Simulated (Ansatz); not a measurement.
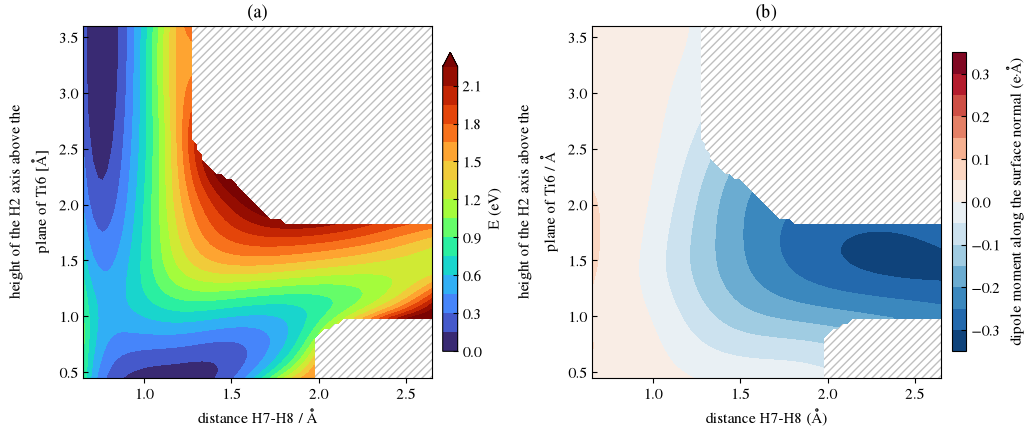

H₂ on a Ti(111) slab cut from the Im-3m phase, its upper half relaxed before the scan (6 atoms of substrate and one adsorbate in a 1 × 1 cell). H2 lies flat over one site of a rigid substrate while its bond length and height are varied; it sits over a bridge site, heights counted from the top plane, its axis along the first surface vector. First axis: distance H7-H8. Second axis: height of the H2 axis above the plane of Ti6. The grid has 8 × 9 points. At 19 points there is no value (left out: too close to the surface, or the stretched molecule far from it). Points are written as (first, second). Energies are in eV, from the lowest grid point. All numbers below come from Ansatz 0.2.0, DFT PBE, scalar-relativistic, plane waves, PAW. Settings: cutoff 420 eV, k-mesh 6×6×1, gaussian smearing 0.1 eV, no spin polarisation.

Panel (a) is the energy and panel (b) the computed dipole moment along the surface normal on the same grid.

Drawn: filled contours, one colour for all values above the top of the scale, hatched blanks where no value was computed. Between grid points the surface is interpolated.

Question: How does the dipole moment along the surface normal vary over the map, and what is it at the lowest grid point?

Answer: Leaving out the highest fifth of the energies, it runs from −0.31 e·Å at (2.650 Å, 1.41 Å) to 0.06 e·Å at (0.650 Å, 1.73 Å). At the lowest grid point, (0.750 Å, 3.60 Å), it is 0.02 e·Å. That point lies on the edge of the scan.

PAW datasets: the set soft_1.
